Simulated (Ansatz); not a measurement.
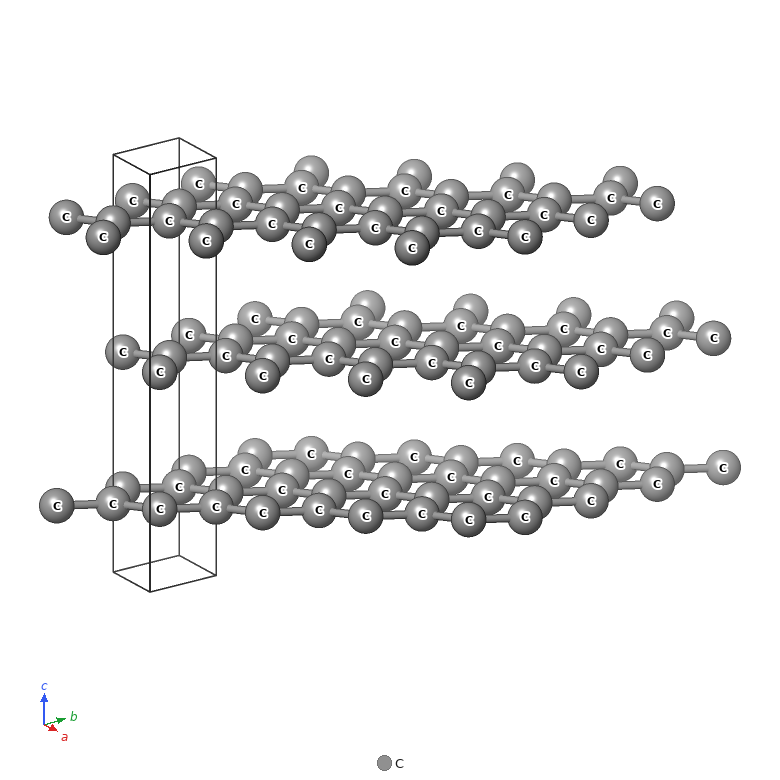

C (space group R-3m, No. 166). Coordinates: a calculation's input that goes back to an entry of the Crystallography Open Database (an earlier step may have relaxed or displaced it).

Bonds are taken as C–C below 1.6 Å; no other contact counts. Simplification: prune 0- and 1-connected atoms, fold 2-connected ones into links.

What kind of net remains, and which atoms are its nodes?

Answer. A uninodal 3-connected, two-periodic (layers) net: C is a 3-connected node.

Name the underlying net.

Answer. It is the hcb net, known from graphene.

How do the layers lie?

Answer. The layers lie parallel to (001).

How many nodes does the smallest cycle have?

Answer. Six.

The simplified net, drawn on the atoms' positions. Nodes are coloured by element. One layer is drawn. Short stubs are edges that leave the cut-out.

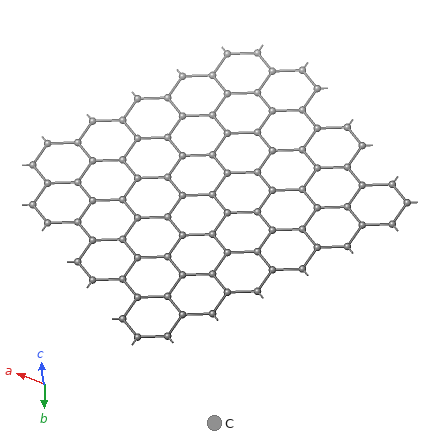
